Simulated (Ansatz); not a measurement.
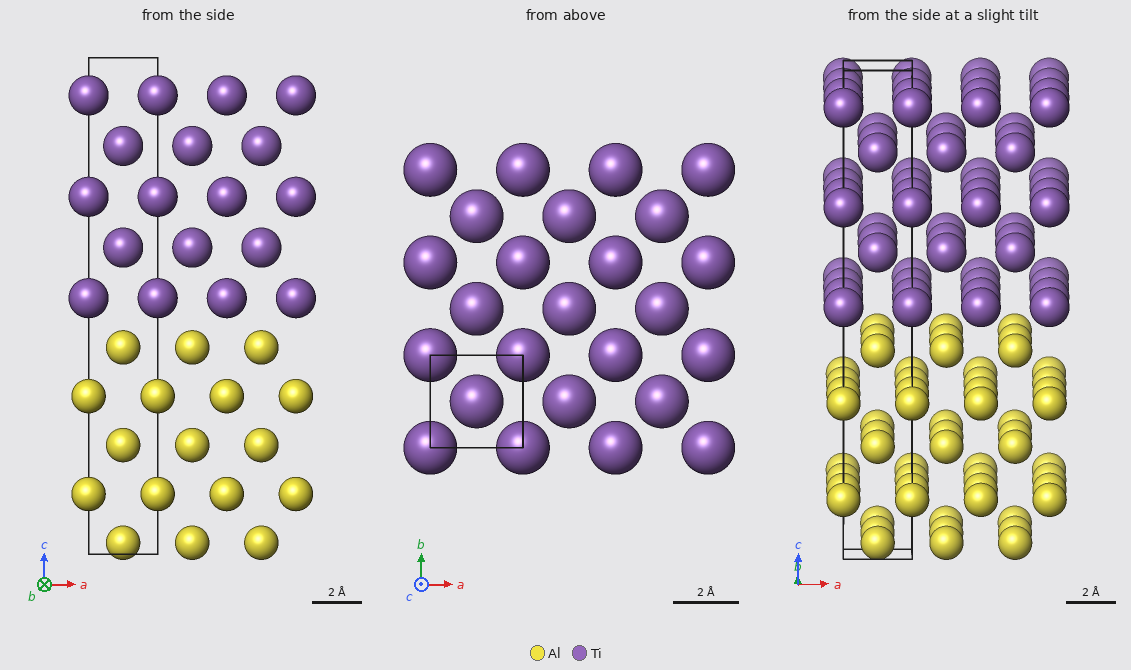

A spheres-only picture of a periodic stack of two materials, seen from the side, from above and from the side at a slight tilt; the box is the simulation cell in a reduced setting, and 3×3 cells are drawn in the plane (a layer on the cell's face shows at both ends).

Question: What does the stack consist of?

Answer: Al (1 0 0) (Fm-3m, 5 atoms) and Ti (1 0 0) (Fm-3m, 5 atoms).

Question: Give the in-plane cell and the period of the stack.

Answer: The in-plane vectors are 2.86 and 2.86 Å long, those of Al, to which Ti is strained; the stack repeats after 20.5 Å.

The atoms and the stacking vector were relaxed with Ansatz 0.2.0, DFT PBE, scalar-relativistic, plane waves, PAW, the in-plane cell held. The two parents, named as they started, are listed structures, not always the stable forms, and thin layers can change their stacking on relaxation.
